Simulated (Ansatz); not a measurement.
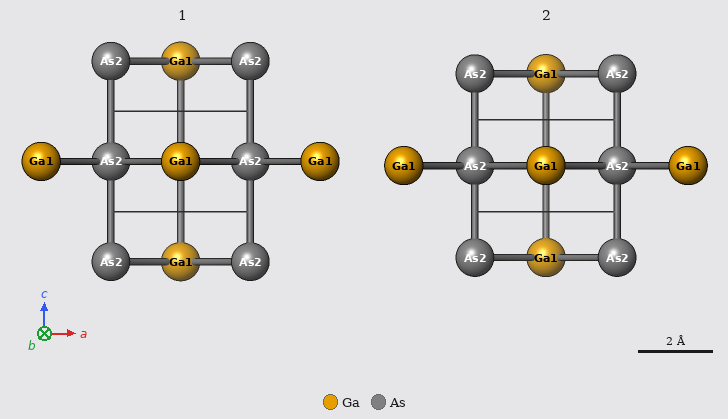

Two geometries of a crystal of GaAs (a generated structure, set up in P4/mmm), drawn at one scale. One is the start of a relaxation, the other its converged end. Style: ball-and-stick. Shown: the cell of the calculation, along the b axis.

Theory: Kohn-Sham DFT of a periodic cell, HSEsol, Ansatz PAW in Ansatz 0.2.0. Settings: plane-wave cutoff 420 eV; k-point mesh 4 × 4 × 5; occupations fermi-dirac; smearing width 0.05 eV; no spin polarisation; cell and atoms relaxed; force threshold 0.01 eV/Å; at most 40 steps.

Question: Which of the two is the end point?

Answer: Structure 2 is the relaxed one. The run lets cell and atoms move. After 5 accepted moves (6 points after the start) the energy has fallen by 108 meV per atom. All forces vanish by symmetry, so only the cell relaxes. The pressure goes from −2.87 to 0.00 GPa. At 1 point the geometry stayed and the basis and grid were re-selected for the new cell (energy shift of 0.4 meV per atom at most each time). The atoms keep their places relative to the cell (all moves are under 0.005 Å). The drawn cell changes as follows: a = b 3.810 → 3.886 Å (+2.0 %), c 2.739 → 2.512 Å (−8.3 %); the volume changes by −4.6 %. Near-neighbour distances that change, for instance: As2–As2 2.739 → 2.512 Å, Ga1–Ga1 2.739 → 2.512 Å, Ga1–As2 2.694 → 2.748 Å. The space group stays P4/mmm (No. 123). The run took 65 s on 1 × NVIDIA H100 80GB HBM3 with 2 threads of AMD EPYC 7R13 Processor (Zen 3), on a shared host, peak memory 1.6 GiB.

Limits of the set-up: the k-point mesh is coarse for a cell with partly filled bands.
